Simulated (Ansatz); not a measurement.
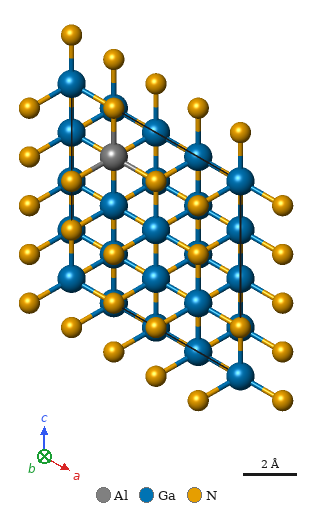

Starting structure of a defect cell of composition AlGa15N16. The picture is a ball-and-stick view of the cell of the calculation, seen along the b axis.

Case: Al on a Ga site (a), charge +0, atoms relaxed at the host's cell.

These are results of Ansatz 0.2.0, DFT PBE, scalar-relativistic, plane waves, PAW, not measurements.

Input file:
```yaml
crystal:
  lattice:
    - [4.5484769843, 4.5484769843, -4.5484769843]
    - [-4.5484769843, -4.5484769843, -4.5484769843]
    - [-4.5484769843, 4.5484769843, 4.5484769843]
  atoms:
    - { symbol: Al, position: [0.25, 0.0, 0.75] }
    - { symbol: Ga, position: [0.5, 0.75, 0.75] }
    - { symbol: Ga, position: [0.75, 0.5, 0.75] }
    - { symbol: Ga, position: [0.75, 0.0, 0.25] }
    - { symbol: Ga, position: [0.0, 1.0, 0.0] }
    - { symbol: Ga, position: [0.25, 0.75, 0.0] }
    - { symbol: Ga, position: [0.5, 0.5, 0.0] }
    - { symbol: Ga, position: [0.75, 0.25, 0.0] }
    - { symbol: Ga, position: [0.0, 0.25, 0.75] }
    - { symbol: Ga, position: [0.5, 0.0, 0.5] }
    - { symbol: Ga, position: [0.75, 0.75, 0.5] }
    - { symbol: Ga, position: [0.0, 0.75, 0.25] }
    - { symbol: Ga, position: [0.25, 0.5, 0.25] }
    - { symbol: Ga, position: [0.5, 0.25, 0.25] }
    - { symbol: Ga, position: [0.0, 0.5, 0.5] }
    - { symbol: Ga, position: [0.25, 0.25, 0.5] }
    - { symbol: "N", position: [0.25, 0.0, 0.0] }
    - { symbol: "N", position: [0.5, 0.75, 0.0] }
    - { symbol: "N", position: [0.75, 0.5, 0.0] }
    - { symbol: "N", position: [0.75, 0.0, 0.5] }
    - { symbol: "N", position: [0.0, 0.0, 0.25] }
    - { symbol: "N", position: [0.25, 0.75, 0.25] }
    - { symbol: "N", position: [0.5, 0.5, 0.25] }
    - { symbol: "N", position: [0.75, 0.25, 0.25] }
    - { symbol: "N", position: [0.0, 0.25, 0.0] }
    - { symbol: "N", position: [0.5, 0.0, 0.75] }
    - { symbol: "N", position: [0.75, 0.75, 0.75] }
    - { symbol: "N", position: [0.0, 0.75, 0.5] }
    - { symbol: "N", position: [0.25, 0.5, 0.5] }
    - { symbol: "N", position: [0.5, 0.25, 0.5] }
    - { symbol: "N", position: [0.0, 0.5, 0.75] }
    - { symbol: "N", position: [0.25, 0.25, 0.75] }
  host:
    lattice:
      - [0.0, 2.2742384922, 2.2742384922]
      - [2.2742384922, 0.0, 2.2742384922]
      - [2.2742384922, 2.2742384922, 0.0]
    atoms:
      - { symbol: Ga, position: [0.0, 0.0, 0.0] }
      - { symbol: "N", position: [0.75, 0.75, 0.75] }
basis:
  ecutwfc: 420
  xc_grid: 2
kpoints:
  mp_grid: { grid: [2, 2, 2], shift: [0.5, 0.5, 0.5] }
hamiltonian:
  xc: pbe
scf:
  occupations: { method: gaussian, width: 0.01 }
output:
  forces: true
  stress: false
  eigenvalues: true
  charged_corrections:
    defect_position: [0.25, 0.0, 0.75]
    epsilon: [[10.9988, 0.0, 0.0], [0.0, 10.9988, 0.0], [0.0, 0.0, 10.9988]]
  write_density: true
  write_potential: true
  elf: true
  volumetric_format: npy
relax:
  adjacent_minimum: "off"
  f_tol: 0.025
  max_steps: 45
```

Launched with:
```bash
ansatz run input.yaml --threads 4 --pin off --max-ram 6144MiB --backend cpu --events-out ev --progress --plain --runs-dir out
```

What does the optimiser find from here?

The largest moves, 0.056 Å, are those of N17, N26, N28 and N32. N26 goes along −a. Largest moves by element: N 0.056 Å, Ga 0.011 Å. Al stays in place. The cell stays as it was. Among the contacts that change: Al1–N17 1.970 → 1.914 Å, Ga10–N26 1.970 → 1.979 Å. The energy falls by 0.104 eV per cell of the calculation in 2 accepted moves (3 points after the start). Largest force component: 0.53 eV/Å at the start, 0.013 eV/Å at the end. 1 step only repeated the SCF at the same geometry.

Step by step:

```json
{"step": "0", "E − E(0), meV/atom": "0.00", "largest force component, eV/Å": "0.5328", "note": ""}
{"step": "1", "E − E(0), meV/atom": "-2.55", "largest force component, eV/Å": "0.2667", "note": ""}
{"step": "2", "E − E(0), meV/atom": "-3.24", "largest force component, eV/Å": "0.0133", "note": ""}
{"step": "3", "E − E(0), meV/atom": "-3.24", "largest force component, eV/Å": "0.0134", "note": "same geometry, SCF repeated"}
```

The end point in the same view:

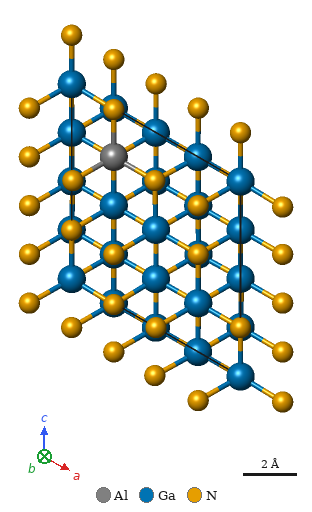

Limits of the set-up: the periodic images lie only 7.9 Å apart, so the values are limited by the cell's size.
